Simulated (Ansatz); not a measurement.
# Run report: Ge, single-point calculation

The run: single-point calculation of Ge (C2/m, 6 atoms in the cell). Method and program: DFT r2SCAN, scalar-relativistic, plane waves, PAW, no spin polarisation (Ansatz 0.2.0).

The structure derives from an entry of the Crystallography Open Database. It belongs to a series of runs on one base structure; here: the crystal above the cut slid by 0.1667 of the vector 1 a1 + 1 a2 (6.950 Å). Figures and captions count atoms from 1; the log counts them from 0 in places.

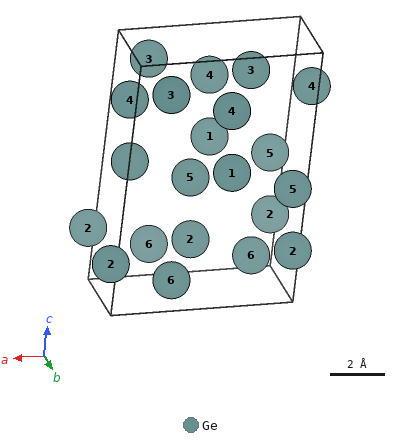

*The structure as given in the input (spheres-only view of the cell 2 times as large as that of the calculation, set on its symmetry axes, seen at an oblique angle; atoms are numbered from 1 in the order of the input). An atom can appear more than once, as a periodic image.*

## The input
```yaml
crystal:
  lattice:
    - [2.8375026867, -2.8375026867, 0.0]
    - [2.8375026867, 0.0, -2.8375026867]
    - [6.6210287691, 5.2019936755, 5.2019936755]
  atoms:
    - { symbol: Ge, position: [0.57637639, 0.57637639, 0.5416333333] }
    - { symbol: Ge, position: [0.96527639, -0.03472361, 0.2083] }
    - { symbol: Ge, position: [0.18747639, 0.18747639, 0.8749666667] }
    - { symbol: Ge, position: [0.53470139, 0.53470139, 0.7916333333] }
    - { symbol: Ge, position: [0.92360139, -0.07639861, 0.4583] }
    - { symbol: Ge, position: [0.31250139, 0.31250139, 0.1249666667] }
basis:
  ecutwfc: 500
kpoints:
  mp_grid: { grid: [10, 10, 4] }
hamiltonian:
  xc: r2scan
scf:
  occupations: { method: gaussian, width: 0.03 }
output:
  forces: true
  stress: true
  eigenvalues: true
  write_density: true
  write_potential: true
  elf: true
  volumetric_format: npy
```

Launch command:
```bash
ansatz run input.yaml --threads 2 --pin off --max-ram 5120MiB --backend cpu --events-out ev --progress --plain --runs-dir out
```

## Output
```
Engine: ansatz 0.2.0, aarch64-unknown-linux-gnu
Pseudopotentials: kind: paw
Pseudopotential: Ge, paw, valence charge 14, recommended cutoff 500 eV (meta_gga), Ge.paw.azcp
Functional definition: r2SCAN
  parameter k0 = 0.174
  parameter k1 = 0.065
  parameter a1 = 4.9479
  exchange = r2scan_x(k0 = k0, k1 = k1, a1 = a1)
  correlation = r2scan_c
Crystal: 6 atoms, lattice volume = 137.076 Å³
Basis set: ecut = 500 eV, 3509 PW (Γ), exchange–correlation on 120×120×300 points (64 copies of the dense FFT grid, shifted against one another)
Bands: 51, of which v1, the nominal top of the filled ones, is band 42 counted from 1 (41 counted from 0)
Symmetry: 4 space group operations
Space group: C2/m (ITA 12), of the structure as read, at distance tolerance 5.2e-5 Å
k-points: 117 of 400
Non-local potential: Ge, projectors of the file, l = 0: 2, l = 1: 2, l = 2: 3, l = 3: 1
PAW form: soft (Blöchl's): semilocal exchange-correlation on the pseudo side does not see the compensation charge
PAW frozen core: Ge, regenerated for the run's functional (the file was generated under x = pbe(κ = 0.804, μ = 0.2195149727645171), c = pbe(β = 0.06672455060314922))
PAW one-centre angular grid: Ge, 590 points (default); XC on 160 Gauss nodes
Initial density: superposition of atomic densities (neutral atoms: chi_scale 0, normalization atom), corrected by the library's trained network
Initial wavefunctions: pseudopotential atomic-orbital guess
Functional: x = r2scan, c = r2scan; τ floored in thin density (d = 2e-4 eV/Å³)
SCF iter   1: F=—  HF=-25816.718939 eV  |F-HF|=—  |Δ(HF+E_count)|=         —  Δρ=6.74e-3  dr2=2.84e-2  dr2_τ=1.20e-2  ethr=1.77e-3  ⟨swp⟩=6.5  Hψ=21419  notcnv=0  defer=21
preconditioner: auto → LDOS  [insulator: Δε(μ)=0.138 eV  Ē_g=23.453 eV  σ=0.030 eV  W_gap=0.79  n_scr=38 (ndim 8)  ℏωp=29.1 eV  f_vac=0.063  D(μ)=0.35/eV (n_scr^D=2)  ε∞_Penn≈2.5  β→1.0]
SCF iter   2: F=—  HF=-25816.780983 eV  |F-HF|=—  |Δ(HF+E_count)|=   6.20e-2  Δρ=5.29e-3  dr2=3.18e-2  dr2_τ=3.10e-4  ethr=3.38e-5  ⟨swp⟩=3.0  Hψ=13125  notcnv=0  defer=375
SCF iter   3: F=—  HF=-25816.743277 eV  |F-HF|=—  |Δ(HF+E_count)|=   3.77e-2  Δρ=3.64e-4  dr2=4.58e-4  dr2_τ=2.98e-6  ethr=3.38e-5  ⟨swp⟩=2.8  Hψ=11351  notcnv=0  defer=375
SCF iter   4: F=—  HF=-25816.743336 eV  |F-HF|=—  |Δ(HF+E_count)|=   5.92e-5  Δρ=2.21e-4  dr2=5.08e-4  dr2_τ=1.76e-6  ethr=5.45e-7  ⟨swp⟩=3.0  Hψ=11148  notcnv=0  defer=375
SCF iter   5: F=—  HF=-25816.743242 eV  |F-HF|=—  |Δ(HF+E_count)|=   9.39e-5  Δρ=5.08e-5  dr2=1.35e-5  dr2_τ=8.17e-8  ethr=5.45e-7  ⟨swp⟩=2.0  Hψ=6424  notcnv=0  defer=375
SCF iter   6: F=—  HF=-25816.743302 eV  |F-HF|=—  |Δ(HF+E_count)|=   6.00e-5  Δρ=7.35e-6  dr2=6.83e-8  dr2_τ=3.52e-9  ethr=1.19e-10  ⟨swp⟩=12.4  Hψ=44159  notcnv=0
SCF iter   7: F=-25816.743302 eV  HF=-25816.743302 eV  |F-HF|=6.13e-9  |Δ(HF+E_count)|=   1.33e-8  Δρ=2.10e-6  dr2=6.17e-9  dr2_τ=1.21e-10  ethr=8.13e-11  ⟨swp⟩=5.6  Hψ=36506  notcnv=0
SCF 1 converged in 7 iterations: F = -25816.743302 eV  dr2 = 6.17e-9
  greatest PAW one-centre occupation: 0.998 electrons in one spin orbital (limit 2), on the Ge atom at site 3 (counted from 0), in its partial waves of l = 2
SCF converged after 7 iterations
Free energy (F): -25816.743302 eV
Harris-Foulkes:  -25816.743302 eV  (|F-HF|=6.13e-9)
Internal energy: -25816.743131 eV  (E = F + TS)
E sigma→0 (E₀):  -25816.743216 eV
Entropy (-TS):   -0.000171 eV (-0.029 meV/atom)
Fermi energy:    8.433115 eV
--- Per-component energies (eV) ---
  E_band       = -961.028250
  E_kinetic    = 665.010195
  E_local      = -14812.864230  (includes V_loc(G=0)·N_el)
  E_nonlocal   = 2517.879756
  E_hartree    = 6501.267911
  E_xc         = -414.117745
  E_vxc        = -406.808926  (∫ρ·V_xc dr)
  E_paw        = -12202.532955  (= ΣΔE_a)
  E_vpaw       = -1949.706936  (= ΣTr[D̂ρ^β])
  E_aug_tail   = 0.000106  (compensation charges beyond the density's cutoff)
  E_vtau       = 22.930039  (kinetic-family band-sum trace: ∫τ·v_τ [+ j·A + Jᵃ·Aᵃ] dr)
  E_ewald      = -8064.871574
  E_core_change = -6.514595  (= ΣΔE_core)
  E_smearing   = -0.000171  (= −TS)
  E_closure    = 0.000000  (closes the sum)
  Σ components = -25816.743302   (vs F -25816.743302, Δ=0.00e0)
--- Forces (eV/Å), atoms counted from 1 ---
  atom   1  Ge     0.13028821    -0.17482408    -0.17482408
  atom   2  Ge     0.15124978     0.00014085     0.00014085
  atom   3  Ge     1.14852362    -0.10361805    -0.10361805
  atom   4  Ge    -0.15124978    -0.00014085    -0.00014085
  atom   5  Ge    -0.13028821     0.17482408     0.17482408
  atom   6  Ge    -1.14852362     0.10361805     0.10361805
  max |Σ_I F_I| component: 2.22e-16 eV/Å
--- Stress (GPa, compression-positive) ---
       -5.384661      -0.556069      -0.556069
       -0.556069       2.769382       2.273117
       -0.556069       2.273117       2.769382
  P = ⅓ Tr σ = 0.0514 GPa (0.514 kbar)
--- Band table (eV; the first three rows and the last of 117) ---
  k-point 0: bands = ["-17.2181", "-17.2097", "-17.2042", "-17.2004", "-17.1512", "-17.1485", "-17.1472", "-17.1421", "-17.1363", "-17.1320", "-17.0836", "-17.0801", "-17.0672", "-17.0475", "-17.0122", "-17.0099", "-16.9545", "-16.9528", "-16.9525", "-16.9375", "-16.9284", "-16.9232", "-16.9172", "-16.9131", "-16.8866", "-16.8711", "-16.8203", "-16.8174", "-16.7961", "-16.7913", "-4.9313", "-3.7020", "-3.5641", "1.9825", "2.3773", "6.9297", "6.9349", "7.0439", "7.3690", "7.8163", "7.9937", "8.2607", "8.5802", "8.9398", "9.4265", "10.8971", "10.9889", "11.4357", "11.8386", "12.2081", "12.3138"]
  k-point 1: bands = ["-17.2179", "-17.2099", "-17.2044", "-17.2002", "-17.1514", "-17.1478", "-17.1468", "-17.1414", "-17.1373", "-17.1335", "-17.0813", "-17.0796", "-17.0698", "-17.0464", "-17.0124", "-17.0101", "-16.9548", "-16.9524", "-16.9513", "-16.9386", "-16.9318", "-16.9212", "-16.9149", "-16.9143", "-16.8863", "-16.8714", "-16.8204", "-16.8174", "-16.7961", "-16.7913", "-4.8441", "-4.1713", "-3.0865", "1.0916", "3.5814", "6.5574", "6.9471", "7.1393", "7.2609", "7.3566", "7.9677", "8.0236", "8.8045", "9.1791", "9.3428", "11.0736", "11.1161", "11.7456", "11.9130", "12.0192", "12.2992"]
  k-point 2: bands = ["-17.2177", "-17.2101", "-17.2046", "-17.2000", "-17.1516", "-17.1472", "-17.1460", "-17.1401", "-17.1388", "-17.1351", "-17.0792", "-17.0771", "-17.0744", "-17.0455", "-17.0126", "-17.0102", "-16.9549", "-16.9523", "-16.9496", "-16.9396", "-16.9350", "-16.9183", "-16.9165", "-16.9133", "-16.8859", "-16.8717", "-16.8205", "-16.8174", "-16.7961", "-16.7914", "-4.6022", "-4.5689", "-2.8222", "0.6521", "4.8666", "5.4316", "6.9227", "6.9662", "7.3421", "7.4363", "7.8677", "7.9428", "8.8150", "9.1980", "9.4707", "11.1506", "11.4036", "11.6706", "11.7418", "12.2233", "12.4369"]
  k-point 116: bands = ["-17.2299", "-17.2187", "-17.2068", "-17.1990", "-17.1771", "-17.1624", "-17.1336", "-17.1109", "-17.1063", "-17.0934", "-17.0690", "-17.0658", "-17.0625", "-17.0206", "-17.0162", "-17.0112", "-16.9905", "-16.9754", "-16.9629", "-16.9426", "-16.9362", "-16.9265", "-16.9248", "-16.8949", "-16.8919", "-16.8681", "-16.8519", "-16.8060", "-16.7899", "-16.7683", "-2.5866", "-2.2711", "-1.6266", "0.0195", "0.1282", "0.6934", "4.3828", "5.3936", "5.4023", "5.4405", "6.3859", "6.7463", "7.7673", "9.3646", "9.5936", "11.3109", "11.7148", "12.3666", "12.9697", "14.7478", "15.1562"]
```

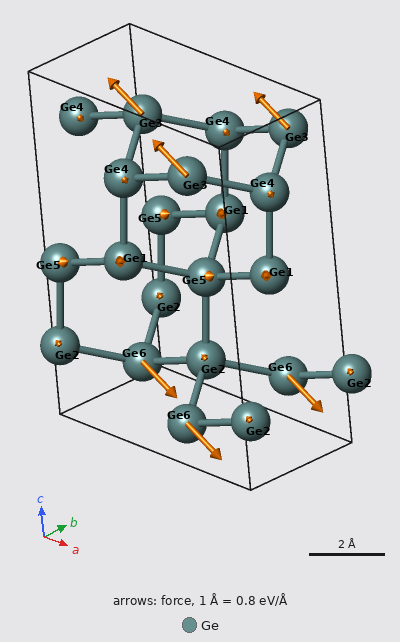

*Forces on the atoms as orange arrows (ball-and-stick view of the cell 2 times as large as that of the calculation, set on its symmetry axes, seen at an oblique angle; atoms are numbered from 1 in the order of the input).*

The largest act on Ge3, Ge6 (1.16 eV/Å). The geometry is not a stationary point of this energy.

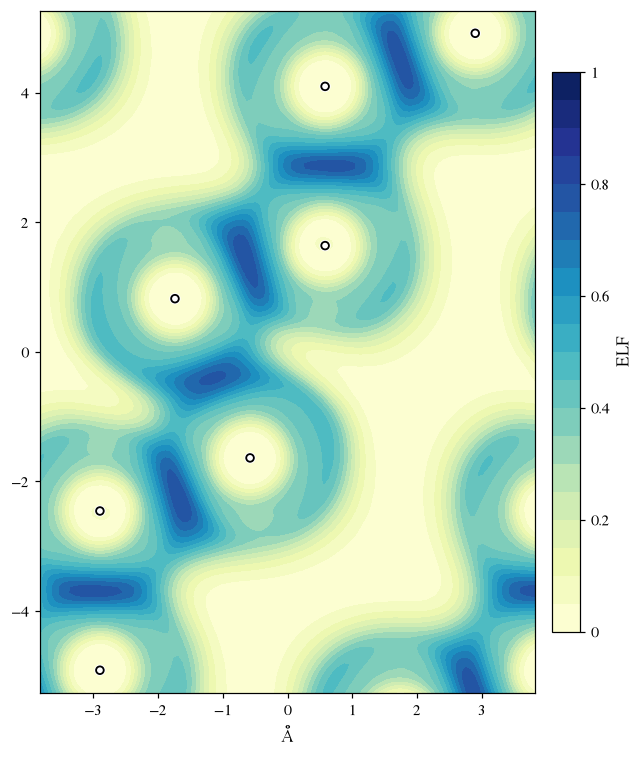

*Electron localisation function on the (010) plane of the conventional cell. Circles mark the nuclei in the plane (Ge).*

Ge–Ge (2.46 Å): the ELF peaks at about 0.80 between the atoms, as expected for localised, shared-pair bonding. Ge–Ge (2.72 Å): the ELF peaks at about 0.75 between the atoms (a shared electron pair). The fields are those of the smooth PAW valence density.

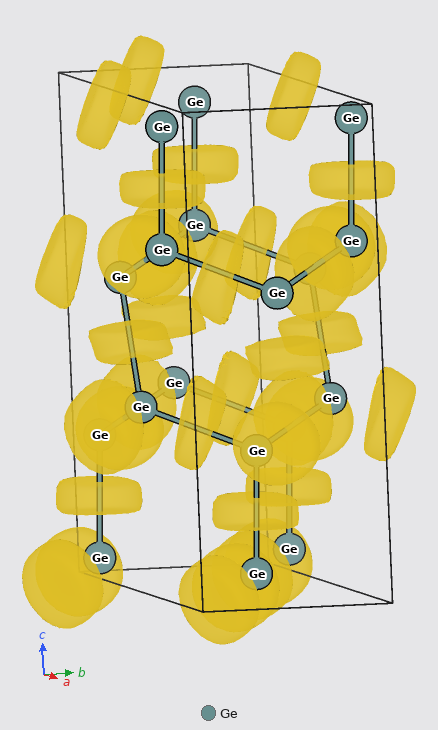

*Isosurface of the electron localisation function at 0.55 (yellow), seen slightly off an axis. Only the valence region is drawn (cores and ρ < 0.01 e/Å³ removed). Sticks mark near contacts. The outline is the cell set on symmetry axes.*

The ELF exceeds this value in 24 regions between bonded Ge–Ge atoms (shared pairs), counted in one cell of 12 atoms.  Values along the shortest contacts: Ge–Ge (2.72 Å): the ELF peaks at about 0.75 between the atoms (a shared electron pair).

## Results in brief

```csv
quantity,value
outcome,converged
space group (tolerance 0.01 Å),C2/m (12)
electrons treated,84
free energy,−25816.7433 eV
Fermi energy,8.433 eV
gap on the k-point mesh,none (metallic)
pressure,0.05 GPa
largest force (length of the vector),1.158 eV/Å
hardware,"2 threads of Arm Neoverse V1, 24 GiB of memory available, shared host"
wall time,87 s (CPU time 2.9 min)
peak memory,1.1 GiB
```
